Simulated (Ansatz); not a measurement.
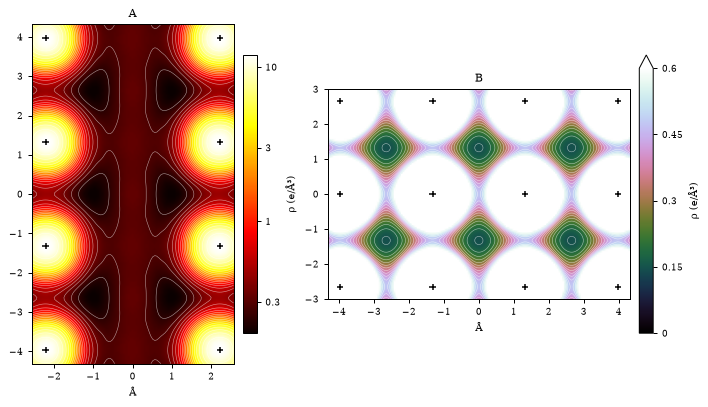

The valence charge density (pseudo) of 2 systems, each on a plane through atoms (crosses mark nuclei in the plane).

All numbers below come from Ansatz, DFT, RPBE, plane waves (420 eV) with PAW, scalar-relativistic.

System 1: Pt, the (100) plane of the conventional cell. Space group P6/mmm; set up as Pt, omega (AlB2-type); a generated structure, not necessarily the stable one; changed on purpose from its base cell (volume × 0.92); computed pressure about 23 GPa in this cell.

```xyz
3
Lattice="4.4357 0.0000 0.0000 -2.2178 3.8414 0.0000 0.0000 0.0000 2.6449" Properties=species:S:1:pos:R:3 pbc="T T T"
Pt    0.0000    0.0000    0.0000
Pt    0.0000    2.5609    1.3225
Pt    2.2179    1.2805    1.3225
```

System 2: Ir, the (001) plane of the conventional cell. Space group Pm-3m; set up as Ir, simple cubic; a generated structure, not necessarily the stable one; changed on purpose from its base cell (volume × 1.08); computed pressure about −15 GPa in this cell; computed without spin polarisation.

Question: Which map belongs to which system?

Answer: Panel A is system 1, Pt: the plane holds Pt. Pt–Pt (2.64 Å): the density is about 0.46 e/Å³ at the midpoint. Panel B is system 2, Ir: the plane holds Ir. Ir–Ir (2.65 Å): ρ is about 0.47 e/Å³ halfway.
